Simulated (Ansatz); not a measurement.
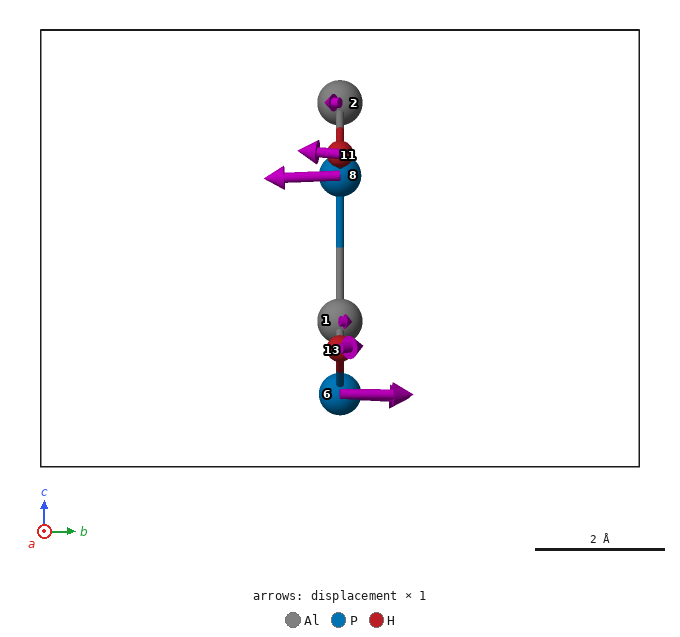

A relaxation of a wire of composition Al5P5H4. The starting structure is drawn; purple arrows show the displacements (the part carried along by the change of the cell is left out), at their true length.

Style: ball-and-stick. Shown: the cell of the calculation, with the vacuum cut short, along the a axis.

Case: armchair ribbon, 5 formula units a period, edges capped with H.

Theory: Ansatz 0.2.0, DFT PBE, scalar-relativistic, plane waves, PAW.

Input
```yaml
crystal:
  lattice:
    - [19.7, 0.0, 0.0]
    - [0.0, 9.3, 0.0]
    - [0.0, 0.0, 6.8234452108]
  atoms:
    - { symbol: Al, position: [0.5999877647, 0.4998657827, 0.3333333333] }
    - { symbol: Al, position: [0.6999755294, 0.4998657827, 0.8333333333] }
    - { symbol: Al, position: [0.4000122353, 0.4998657827, 0.3333333333] }
    - { symbol: Al, position: [0.5, 0.4998657827, 0.8333333333] }
    - { symbol: Al, position: [0.3000244706, 0.4998657827, 0.8333333333] }
    - { symbol: P, position: [0.6999755294, 0.5001342173, 0.1666666667] }
    - { symbol: P, position: [0.5, 0.5001342173, 0.1666666667] }
    - { symbol: P, position: [0.5999877647, 0.5001342173, 0.6666666667] }
    - { symbol: P, position: [0.3000244706, 0.5001342173, 0.1666666667] }
    - { symbol: P, position: [0.4000122353, 0.5001342173, 0.6666666667] }
    - { symbol: H, position: [0.7703125757, 0.5000546148, 0.7160905779] }
    - { symbol: H, position: [0.2296874243, 0.5000546148, 0.7160905779] }
    - { symbol: H, position: [0.762399658, 0.4999666288, 0.2707196121] }
    - { symbol: H, position: [0.237600342, 0.4999666288, 0.2707196121] }
basis:
  ecutwfc: 420
kpoints:
  mp_grid: { grid: [1, 1, 5] }
hamiltonian:
  xc: pbe
scf:
  occupations: { method: gaussian, width: 0.05 }
output:
  forces: true
  stress: true
  eigenvalues: true
  populations: true
  write_density: true
  write_potential: true
  elf: true
  volumetric_format: npy
relax:
  adjacent_minimum: "off"
  f_tol: 0.02
  max_steps: 45
  cell: { fix: [a, b, alpha, beta, gamma], stress_tol: 0.03 }
```

Run as
```bash
ansatz run input.yaml --threads 4 --pin off --max-ram 11264MiB --backend cpu --events-out ev --progress --plain --runs-dir out
```

Question: Which element moves most?

Answer: Phosphorus: up to 1.20 Å, against 0.68 Å for hydrogen.

Question: What happened in the run?

Answer: The largest moves relative to the layer's centre, 1.20 Å, are those of P8 and P10. Largest moves by element: P 1.20 Å, H 0.68 Å, Al 0.30 Å. Along the periodic axis the drawn cell goes c 6.823 → 5.602 Å (−17.9 %). Near-neighbour distances that change, for instance: Al1–P6 2.274 → 2.321 Å, Al1–P8 2.274 → 2.299 Å, P6–H13 1.420 → 1.435 Å, Al2–H11 1.600 → 1.591 Å. Among the angles between lasting bonds that change: Al2–P6–H13 120.0° → 91.6°, Al1–P6–Al2 120.0° → 93.9°, Al1–P8–Al4 120.0° → 95.4°. After 29 accepted moves (33 points after the start) the energy has fallen by 0.917 eV per cell of the calculation. Largest force component: 0.39 eV/Å at the start, 0.013 eV/Å at the end. The line search rejected the trial steps at points 12, 21, 31 of the run. The SCF was repeated once at an unchanged geometry on a basis and grid sized afresh for the cell, which shifted the energy by 6.2 meV per cell of the calculation at most. The run took 93 s on 4 threads of AMD EPYC 9R45 96-Core Processor (Zen 5) (shared host), peak memory 1.3 GiB.
